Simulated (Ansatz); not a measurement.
```xyz
4
Lattice="3.7100 0.0000 0.0000 -1.8550 3.2130 0.0000 0.0000 0.0000 5.6910" Properties=species:S:1:pos:R:3 pbc="T T T"
As    1.8550    1.0710    4.2683
As    0.0000    2.1420    1.4227
Mn    0.0000    0.0000    2.8455
Mn    0.0000    0.0000    0.0000
```

Space group P6₃/mmc; computed pressure about −11 GPa in this cell; the SCF solution may not be the lowest one; the program warned that another magnetic order may lie lower; spin-polarised.

Level of theory: Ansatz 0.2.0, Kohn-Sham DFT of a periodic cell, PBEsol, Ansatz PAW.

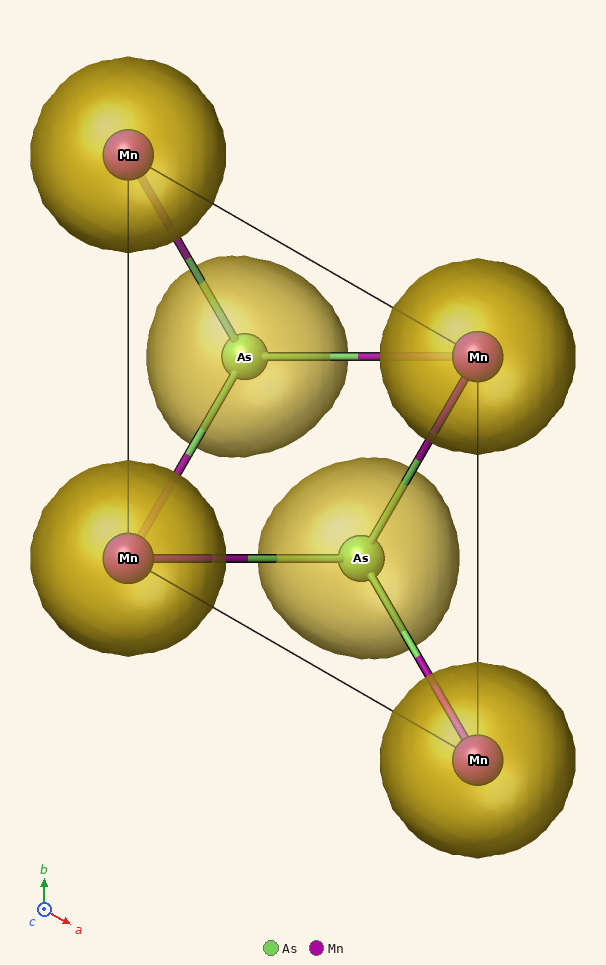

MnAs. Isosurface of the valence pseudo-density at 0.6 e/Å³ (yellow), seen along the c axis. Sticks mark near contacts.

Core electrons are frozen (PAW), and the valence fields are smoothed inside the atomic spheres.

**How is the density connected at this value?**

At this value the density breaks into separate islands; it holds about 80 % of the electrons treated as valence (semicore included). It bridges none of the near contacts. It is pinched off along the sampled Mn–As (2.57 Å) contacts. On the grid the lowest density along these lines, outside the cores, is 0.36 e/Å³ (Mn–As, 2.57 Å).

**How are the moments arranged in this solution?**

Antiferromagnetic in this solution, which needn't be the ground state, with every nearest magnetic neighbour opposed; site moments Mn: +3.0 μB and −3.0 μB in one cell of 4 atoms.
